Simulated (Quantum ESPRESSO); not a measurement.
# KF (Carobbiite): zone-centre phonons, part 2 of 4

Aim: the zone-centre modes of KF (Carobbiite).

Quantum ESPRESSO 7.5; DFT LDA, scalar-relativistic, plane waves, PseudoDojo norm-conserving pseudopotentials.

So far. Step 2 (A first look): A gap of 5.8 eV opens on this mesh, so the crystal is taken as an insulator; the start stands at -3.6 GPa. Step 4 (Self-consistent run for the response): The cell stands at -0.0070 GPa, close enough for phonons.

## (5) Zone-centre response

At q = 0 one unit cell holds all displacements; symmetry groups them into irreducible representations that are solved one by one. The response to a field gives ε∞ and the Born charges, which polar modes need.

The input, ph.in:

```
phonons
&INPUTPH
  prefix = 'x'
  outdir = './tmp'
  fildyn = 'g.dyn'
  tr2_ph = 1.0d-18
  epsil  = .true.
/
0.000000000000 0.000000000000 0.000000000000
```

Command:

```sh
OMP_NUM_THREADS=1 mpirun -n 4 ph.x -nk 4 -in ph.in > ph.out
```

What it wrote:

```text
[banners, grids, parts of the stress and lines that vanish by symmetry left out]
[banner, memory and clock lines left out]
Program PHONON v.7.5

     ./tmp/x.save/

     IMPORTANT: XC functional enforced from input :
     Exchange-correlation= PW
                           (   1   4   0   0   0   0   0)
     Any further DFT definition will be discarded
     Please, verify this is what you really want

     G-vector sticks info

     Reading collected, re-writing distributed wavefunctions in ./tmp/

     Number and degeneracy of irreps per q-point
       N         xq(1)         xq(2)         xq(3)   N irreps
       1   0.000000000   0.000000000   0.000000000       2
        3   3

     Calculation of q =    0.0000000   0.0000000   0.0000000

     phonons

     bravais-lattice index     =            0
     lattice parameter (alat)  =       6.8927  a.u.
     unit-cell volume          =     231.5513 (a.u.)^3
     number of atoms/cell      =            2
     number of atomic types    =            2
     kinetic-energy cut-off    =      92.0000  Ry
     charge density cut-off    =     368.0000  Ry
     convergence threshold     =      1.0E-18
     beta                      =       0.7000
     number of iterations used =            4
     Exchange-correlation= PW
                           (   1   4   0   0   0   0   0)

     celldm(1)=    6.89267  celldm(2)=    0.00000  celldm(3)=    0.00000
     celldm(4)=    0.00000  celldm(5)=    0.00000  celldm(6)=    0.00000

     crystal axes: (cart. coord. in units of alat)
               a(1) = ( -0.7071  0.0000  0.7071 )
               a(2) = (  0.0000  0.7071  0.7071 )
               a(3) = ( -0.7071  0.7071  0.0000 )

     reciprocal axes: (cart. coord. in units 2 pi/alat)
               b(1) = ( -0.7071 -0.7071  0.7071 )
               b(2) = (  0.7071  0.7071  0.7071 )
               b(3) = ( -0.7071  0.7071 -0.7071 )

     Atoms inside the unit cell:

     Cartesian axes

     site n.  atom      mass           positions (alat units)
        1  K      39.0983   tau(    1) = (    0.00000    0.00000    0.00000  )
        2  F      18.9984   tau(    2) = (   -0.70711    0.70711    0.70711  )

     Computing dynamical matrix for
                    q = (   0.0000000   0.0000000   0.0000000 )

     49 Sym.Ops. (with q -> -q+G )

     G cutoff =  442.8564  (  27581 G-vectors)     FFT grid: ( 45, 45, 45)
     number of k points=    29
                       cart. coord. in units 2pi/alat
        k(    1) = (   0.0000000   0.0000000   0.0000000), wk =   0.0039062
        k(    2) = (  -0.0883883   0.0883883  -0.0883883), wk =   0.0312500
        k(    3) = (  -0.1767767   0.1767767  -0.1767767), wk =   0.0312500
        [... further k-points left out ...]

     PseudoPot. # 1 for K  read from file:
     ./pseudo/K.upf
     Pseudo is Norm-conserving + core correction, Zval =  9.0
     Using radial grid of 2170 points,  6 beta functions with:
                l(1) =   0
                l(2) =   0
                l(3) =   1
                l(4) =   1
                l(5) =   2
                l(6) =   2

     PseudoPot. # 2 for F  read from file:
     ./pseudo/F.upf
     Pseudo is Norm-conserving + core correction, Zval =  7.0
     Using radial grid of  824 points,  5 beta functions with:
                l(1) =   0
                l(2) =   0
                l(3) =   1
                l(4) =   1
                l(5) =   2

     Mode symmetry, O_h (m-3m)  point group:

     Electric field:
     Dielectric constant
     Born effective charges as d Force / d E

     Atomic displacements:
     There are    2 irreducible representations

     Representation     1      3 modes -  To be done

     Representation     2      3 modes -  To be done

     Alpha used in Ewald sum =   2.8000

     Electric Fields Calculation

      iter #   1   av.it.:   6.4
      thresh= 1.000E-02 alpha_mix =  0.700 |ddv_scf|^2 =  3.016E-08

      iter #   2   av.it.:  12.5
      thresh= 1.737E-05 alpha_mix =  0.700 |ddv_scf|^2 =  4.776E-09

      iter #   3   av.it.:  12.2
      thresh= 6.911E-06 alpha_mix =  0.700 |ddv_scf|^2 =  3.207E-11

      iter #   4   av.it.:  12.1
      thresh= 5.663E-07 alpha_mix =  0.700 |ddv_scf|^2 =  1.199E-12

      iter #   5   av.it.:  11.6
      thresh= 1.095E-07 alpha_mix =  0.700 |ddv_scf|^2 =  1.642E-14

      iter #   6   av.it.:  12.3
      thresh= 1.281E-08 alpha_mix =  0.700 |ddv_scf|^2 =  1.422E-16

      iter #   7   av.it.:  11.6
      thresh= 1.192E-09 alpha_mix =  0.700 |ddv_scf|^2 =  6.124E-18

      iter #   8   av.it.:  11.8
      thresh= 2.475E-10 alpha_mix =  0.700 |ddv_scf|^2 =  8.464E-21

     End of electric fields calculation

          Dielectric constant in cartesian axis

          (       2.095340311       0.000000000      -0.000000000 )
          (       0.000000000       2.095340311      -0.000000000 )
          (      -0.000000000      -0.000000000       2.095340311 )

          Effective charges (d Force / dE) in cartesian axis without acoustic sum rule applied (asr)

           atom    1  K     Mean Z*:        1.15083
      Ex  (        1.15083       -0.00000       -0.00000 )
      Ey  (       -0.00000        1.15083        0.00000 )
      Ez  (       -0.00000        0.00000        1.15083 )
           atom    2  F     Mean Z*:       -1.15090
      Ex  (       -1.15090        0.00000       -0.00000 )
      Ey  (        0.00000       -1.15090        0.00000 )
      Ez  (       -0.00000        0.00000       -1.15090 )

          Effective charges Sum: Mean:       -0.00007
             -0.00007       -0.00000       -0.00000
             -0.00000       -0.00007        0.00000
             -0.00000        0.00000       -0.00007

          Effective charges (d Force / dE) in cartesian axis with asr applied:
           atom    1  K     Mean Z*:        1.15086
      E*x (        1.15086       -0.00000       -0.00000 )
      E*y (       -0.00000        1.15086        0.00000 )
      E*z (       -0.00000        0.00000        1.15086 )
           atom    2  F     Mean Z*:       -1.15086
      E*x (       -1.15086        0.00000        0.00000 )
      E*y (        0.00000       -1.15086       -0.00000 )
      E*z (        0.00000       -0.00000       -1.15086 )

     Representation #   1 modes #   1   2   3

     Self-consistent Calculation

      iter #   1   av.it.:   7.1
      thresh= 1.000E-02 alpha_mix =  0.700 |ddv_scf|^2 =  7.087E-07

      iter #   2   av.it.:  12.4
      thresh= 8.419E-05 alpha_mix =  0.700 |ddv_scf|^2 =  7.149E-09

      iter #   3   av.it.:  12.9
      thresh= 8.455E-06 alpha_mix =  0.700 |ddv_scf|^2 =  5.807E-10

      iter #   4   av.it.:  12.6
      thresh= 2.410E-06 alpha_mix =  0.700 |ddv_scf|^2 =  5.971E-12

      iter #   5   av.it.:  12.7
      thresh= 2.443E-07 alpha_mix =  0.700 |ddv_scf|^2 =  1.280E-13

      iter #   6   av.it.:  12.4
      thresh= 3.578E-08 alpha_mix =  0.700 |ddv_scf|^2 =  3.901E-16

      iter #   7   av.it.:  12.0
      thresh= 1.975E-09 alpha_mix =  0.700 |ddv_scf|^2 =  2.022E-17

      iter #   8   av.it.:  12.2
      thresh= 4.497E-10 alpha_mix =  0.700 |ddv_scf|^2 =  4.971E-20

     End of self-consistent calculation

     Convergence has been achieved

     Representation #   2 modes #   4   5   6

     Self-consistent Calculation

      iter #   1   av.it.:   7.0
      thresh= 1.000E-02 alpha_mix =  0.700 |ddv_scf|^2 =  5.941E-07

      iter #   2   av.it.:  12.4
      thresh= 7.708E-05 alpha_mix =  0.700 |ddv_scf|^2 =  7.181E-08

      iter #   3   av.it.:  12.1
      thresh= 2.680E-05 alpha_mix =  0.700 |ddv_scf|^2 =  7.790E-10

      iter #   4   av.it.:  11.9
      thresh= 2.791E-06 alpha_mix =  0.700 |ddv_scf|^2 =  1.059E-12

      iter #   5   av.it.:  12.5
      thresh= 1.029E-07 alpha_mix =  0.700 |ddv_scf|^2 =  2.054E-14

      iter #   6   av.it.:  12.0
      thresh= 1.433E-08 alpha_mix =  0.700 |ddv_scf|^2 =  1.165E-16

      iter #   7   av.it.:  12.9
      thresh= 1.080E-09 alpha_mix =  0.700 |ddv_scf|^2 =  7.745E-19

     End of self-consistent calculation

     Convergence has been achieved

     Number of q in the star =    1
     List of q in the star:
          1   0.000000000   0.000000000   0.000000000

          Dielectric constant in cartesian axis

          (       2.095340311       0.000000000      -0.000000000 )
          (       0.000000000       2.095340311      -0.000000000 )
          (      -0.000000000      -0.000000000       2.095340311 )

          Effective charges (d Force / dE) in cartesian axis without acoustic sum rule applied (asr)

           atom    1  K     Mean Z*:        1.15083
      Ex  (        1.15083       -0.00000       -0.00000 )
      Ey  (       -0.00000        1.15083        0.00000 )
      Ez  (       -0.00000        0.00000        1.15083 )
           atom    2  F     Mean Z*:       -1.15090
      Ex  (       -1.15090        0.00000       -0.00000 )
      Ey  (        0.00000       -1.15090        0.00000 )
      Ez  (       -0.00000        0.00000       -1.15090 )

          Effective charges Sum: Mean:       -0.00007
             -0.00007       -0.00000       -0.00000
             -0.00000       -0.00007        0.00000
             -0.00000        0.00000       -0.00007

          Effective charges (d Force / dE) in cartesian axis with asr applied:
           atom    1  K     Mean Z*:        1.15086
      E*x (        1.15086       -0.00000       -0.00000 )
      E*y (       -0.00000        1.15086        0.00000 )
      E*z (       -0.00000        0.00000        1.15086 )
           atom    2  F     Mean Z*:       -1.15086
      E*x (       -1.15086        0.00000        0.00000 )
      E*y (        0.00000       -1.15086       -0.00000 )
      E*z (        0.00000       -0.00000       -1.15086 )

     Diagonalizing the dynamical matrix

     q = (    0.000000000   0.000000000   0.000000000 )

 **************************************************************************
     freq (    1) =      -0.106312 [THz] =      -3.546190 [cm-1]
     freq (    2) =      -0.106312 [THz] =      -3.546190 [cm-1]
     freq (    3) =      -0.106312 [THz] =      -3.546190 [cm-1]
     freq (    4) =       6.324566 [THz] =     210.964802 [cm-1]
     freq (    5) =       6.324566 [THz] =     210.964802 [cm-1]
     freq (    6) =       6.324566 [THz] =     210.964802 [cm-1]
 **************************************************************************

     Mode symmetry, O_h (m-3m)  point group:

     freq (   1-   3) =         -3.5  [cm-1]   --> T_1u G_15  G_4- I
     freq (   4-   6) =        211.0  [cm-1]   --> T_1u G_15  G_4- I
```

Elapsed: 79 s, on 4 MPI ranks of Intel Xeon Platinum 8559C (Emerald Rapids), shared host; 5.2 min of CPU time.

Read from the output:

* miss of the charge sum rule: 7.00e-5 e
* largest acoustic frequency at the zone centre before the sum rule: -3.55 cm⁻¹
* highest optical zone-centre mode (no LO-TO term): 211.0 cm⁻¹
* lowest optical zone-centre mode: 211.0 cm⁻¹
* mean high-frequency dielectric constant: 2.095
* largest Born charge in size (third of the trace): 1.151 e

Born charge (rows field, columns displacement), before the sum rule (e), principal values of the symmetric part by kind of site:

| atom | atoms with these values | low | middle | high | mean |
| --- | --- | --- | --- | --- | --- |
| K1 | 1 | 1.15 | 1.15 | 1.15 | 1.15 |
| F2 | 1 | -1.15 | -1.15 | -1.15 | -1.15 |

In full for F2:

```
-1.15  0.00  0.00
 0.00 -1.15  0.00
 0.00  0.00 -1.15
```

High-frequency dielectric tensor:

```
2.10 0.00 0.00
0.00 2.10 0.00
0.00 0.00 2.10
```

The acoustic modes at Γ come out as far as 3.5 cm⁻¹ from zero, where they should vanish, a small numerical error; the Born charges miss their sum rule by 7.0e-5 e, which is good.

## (6) Zone-centre analysis

A rigid shift of the crystal must cost nothing, but grids and finite bases break this; the acoustic sum rule is imposed before the matrix is diagonalised again. With Born charges the intensities follow, and the static dielectric tensor.

The input, dynmat.in:

```
&INPUT
  fildyn = 'g.dyn'
  asr    = 'simple'
  fileig = 'dynmat.eig'
  lperm  = .true.
/
```

Command:

```sh
dynmat.x -in dynmat.in > dynmat.out
```

What it wrote:

```text
[banner, memory and clock lines left out]
Program DYNMAT v.7.5

     Reading Dynamical Matrix from file g.dyn
     ...Force constants read
     ...epsilon and Z* read
     A direction for q was not specified:TO-LO splitting will be absent

     Polarizability (A^3 units)
     multiply by 0.732540 for Clausius-Mossotti correction
         2.990817    0.000000   -0.000000
         0.000000    2.990817   -0.000000
        -0.000000   -0.000000    2.990817

     IR activities are in (D/A)^2/amu units

# mode   [cm-1]    [THz]      IR
    1      0.00    0.0000    0.0000
    2      0.00    0.0000    0.0000
    3      0.00    0.0000    0.0000
    4    211.00    6.3255    2.3900
    5    211.00    6.3255    2.3900
    6    211.00    6.3255    2.3900

Electronic dielectric permittivity tensor (relative, adimensional)
         2.095340    0.000000   -0.000000
         0.000000    2.095340   -0.000000
        -0.000000   -0.000000    2.095340

 ... with zone-center polar mode contributions
         5.432287    0.000000    0.000000
         0.000000    5.432287    0.000000
         0.000000    0.000000    5.432287
```

Wall time 0.71 s (1 thread).

This step gave:

| Item | Value |
| --- | --- |
| highest optical zone-centre mode (no LO-TO term) | 211 cm⁻¹ |
| lowest optical zone-centre mode | 211 cm⁻¹ |
| mean static dielectric constant | 5.432 |

Unit eigenvectors of the mass-weighted matrix after the sum rule; no LO-TO term. The modes at Γ (shares of kinetic energy by element, %):

| mode | frequency (cm⁻¹) | symmetry | K % | F % |
| --- | --- | --- | --- | --- |
| 1 | 0.0 | acoustic | 67 | 33 |
| 2 | 0.0 | acoustic | 67 | 33 |
| 3 | 0.0 | acoustic | 67 | 33 |
| 4 | 211.0 | T1u | 33 | 67 |
| 5 | 211.0 | T1u | 33 | 67 |
| 6 | 211.0 | T1u | 33 | 67 |

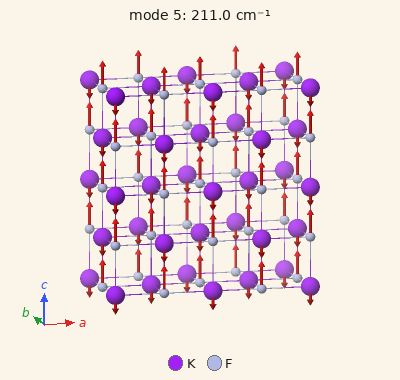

Displacement patterns of mode 5 at Γ; arrows are exaggerated. 2×1×2 conventional cells are drawn. Some periodic images of atoms are drawn too.

Degenerate modes summed, no LO-TO term. Infrared lines, with heights relative to the strongest:

| position (cm⁻¹) | lines merged | label | IR intensity, relative |
| --- | --- | --- | --- |
| 211 | 3 | T1u | 100 |

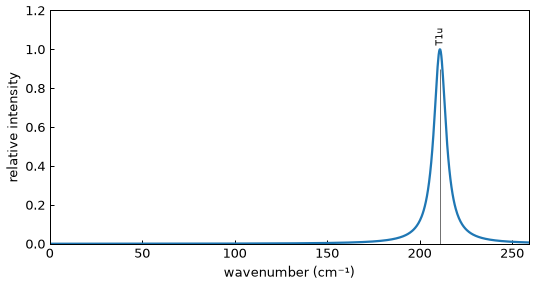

The infrared spectrum, broadened with Lorentzians of width 8 cm⁻¹; bars mark the lines.

Static dielectric tensor (ions relaxed, fixed cell):

```
5.43 0.00 0.00
0.00 5.43 0.00
0.00 0.00 5.43
```

The rule moves no optical mode by more than 0.1 cm⁻¹.

## (7) The LO-TO splitting (1 0 0)

A longitudinal polar mode sets up a macroscopic field that stiffens it; the term hangs on the direction from which q goes to zero.

The input, dynmat.in:

```
&INPUT
  fildyn = 'g.dyn'
  asr    = 'simple'
  fileig = 'dynmat.eig'
  q(1)   = 1.0
  q(2)   = 0.0
  q(3)   = 0.0
/
```

Command:

```sh
dynmat.x -in dynmat.in > dynmat.out
```

What it wrote:

```text
[banner, memory and clock lines left out]
Program DYNMAT v.7.5

     Reading Dynamical Matrix from file g.dyn
     ...Force constants read
     ...epsilon and Z* read

     Polarizability (A^3 units)
     multiply by 0.732540 for Clausius-Mossotti correction
         2.990817    0.000000   -0.000000
         0.000000    2.990817   -0.000000
        -0.000000   -0.000000    2.990817

     IR activities are in (D/A)^2/amu units

# mode   [cm-1]    [THz]      IR
    1      0.00    0.0000    0.0000
    2      0.00    0.0000    0.0000
    3      0.00    0.0000    0.0000
    4    211.00    6.3255    2.3900
    5    211.00    6.3255    2.3900
    6    339.73   10.1849    2.3900
```

It took 0.69 s on 1 thread.

Numbers from this step:

```
highest mode moved by the LO-TO term : 339.7 cm⁻¹
```

Zone-centre frequencies as printed; negative means imaginary. Modes:

| mode | frequency (cm⁻¹) |
| --- | --- |
| 1 | 0 |
| 2 | 0 |
| 3 | 0 |
| 4 | 211 |
| 5 | 211 |
| 6 | 339.7 |

The field moves one mode, from 211 to 340 cm⁻¹; the others stay.

## (8) Ground state, volume × 0.94

Bonds stiffen under compression, so frequencies follow the volume; the atoms are not relaxed anew.

The input, scf.in:

```
&CONTROL
  calculation = 'scf'
  prefix      = 'x'
  outdir      = './tmp'
  pseudo_dir  = './pseudo'
  tprnfor     = .true.
  tstress     = .true.
/
&SYSTEM
  ibrav       = 0
  nat         = 2
  ntyp        = 2
  ecutwfc     = 92.0
  occupations = 'fixed'
  nbnd        = 10
/
&ELECTRONS
  conv_thr         = 1.0d-12
  mixing_beta      = 0.7
  electron_maxstep = 100
/
ATOMIC_SPECIES
 K      39.0983  K.upf
 F      18.9984  F.upf
CELL_PARAMETERS angstrom
    -2.526481710    0.000000000    2.526481710
     0.000000000    2.526481710    2.526481710
    -2.526481710    2.526481710    0.000000000
ATOMIC_POSITIONS crystal
 K      0.000000000   0.000000000   0.000000000
 F      0.500000000   0.500000000   0.500000000
K_POINTS automatic
 8 8 8 0 0 0
```

Command:

```sh
OMP_NUM_THREADS=1 mpirun -n 4 pw.x -nk 4 -in scf.in > scf.out
```

What it wrote:

```text
[banners, grids, parts of the stress and lines that vanish by symmetry left out]
[banner, memory and clock lines left out]
Program PWSCF v.7.5

[...]
kinetic-energy cutoff     =      92.0000  Ry
     charge density cutoff     =     368.0000  Ry
     scf convergence threshold =      1.0E-12
[...]
Exchange-correlation= SLA  PW   NOGX NOGC
                           (   1   4   0   0   0   0   0)
[...]
48 Sym. Ops., with inversion, found
[...]
number of k points=    29
[...]
End of self-consistent calculation
[...]
highest occupied, lowest unoccupied level (ev):     2.4114    9.1731
!    total energy              =    -109.23158031 Ry
[...]
convergence has been achieved in  12 iterations
[...]
atom    1 type  1   force =    -0.00000000    0.00000000   -0.00000000
     atom    2 type  2   force =     0.00000000    0.00000000    0.00000000
     Total force =     0.000000     Total SCF correction =     0.000000
[...]
total   stress  (Ry/bohr**3)                   (kbar)     P=       31.66
[...]
XML data file, charge density, pseudopotentials, collected wavefunctions
```

Elapsed: 5.6 s, on 4 MPI ranks; 21 s of CPU time.

Numbers from this step:

```
volume per atom   : 16.13 Å³
pressure          : 3.166 GPa
gap on the k-mesh : 6.762 eV
```

(Continued in part 3 of 4.)

[Host names and launcher messages were left out of these logs when they were recorded.]

[Logs are printed without paths, hosts, clocks, repeated set-up lines and the standing remarks that a program may print on its own settings, such as how far it seeks lower states.]

[Hosts, paths, dates, database ids (printed as entryN), source tags and the programs' standing remarks are cut or masked in the printed files.]
